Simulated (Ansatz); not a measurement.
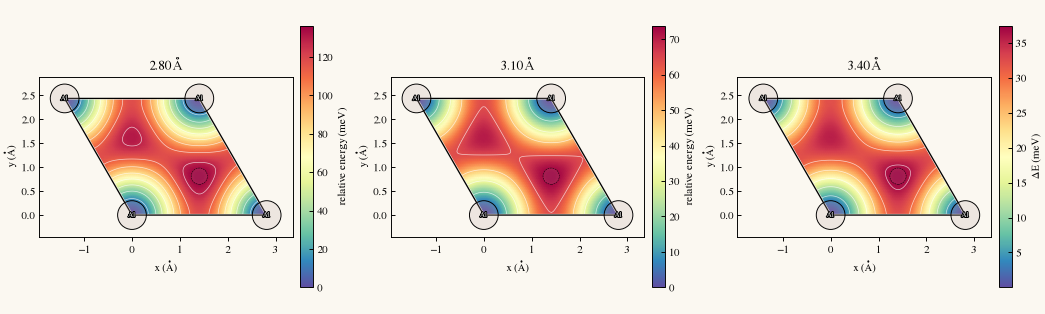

Three maps of one series, each from its own lowest grid point and on its own colour scale; the height changes from map to map. H on an Al(001) slab cut from the P6_3/mmc phase, its upper half relaxed before the scan (36 atoms of substrate and one adsorbate in a 2 × 2 cell). H is moved over the surface cell at a fixed height above a rigid substrate; the origin of the map has the adsorbate above Al33. Places are given modulo a cell vector. The map is drawn in real space over the plane of the surface. The grid has 6 × 6 points. Places are given in fractions of the 1 × 1 surface cell. Energies are in meV, from the lowest grid point. The runs have no spin polarisation, so an open-shell adsorbate far from the surface lies too high. At a fixed height the lowest place need not be the adsorption site. Theory: DFT PBE+D3(BJ), scalar-relativistic, plane waves, PAW (Ansatz). Settings: cutoff 420 eV, k-mesh 6×6×1, gaussian smearing 0.1 eV, no spin polarisation.

Drawn: a smooth colour map with a few white contour lines, labelled circles for the atoms of the top layer and small ones for the second layer, the outline of one cell of the plane. Between grid points the surface is interpolated.

The span runs from the lowest to the highest grid point; passes are read from the interpolated surfaces.

| height | lowest grid point | span (meV) | easiest pass (meV) |
| --- | --- | --- | --- |
| 2.80 Å | the top site over a surface Al atom | 136 | 118 |
| 3.10 Å | the top site over a surface Al atom | 74 | 64 |
| 3.40 Å | the top site over a surface Al atom | 37 | 32 |

### One more map of the series was computed, for the height 2.50 Å. What do you expect for it?

A straight line of ln(span) against the height through the 3 maps has the slope −2.2 per Å (a decay length of 0.46 Å) and gives 262 meV at 2.50 Å. The computed span is 235 meV, below the fit by 11 %. The lowest grid point is the top site over a surface Al atom, as for 2.80 Å, 3.10 Å and 3.40 Å. The easiest pass out of the lowest well is about 200 meV.

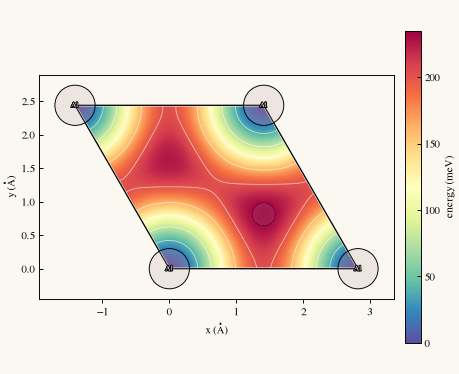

The map for 2.50 Å.

PAW datasets: the set soft_1.
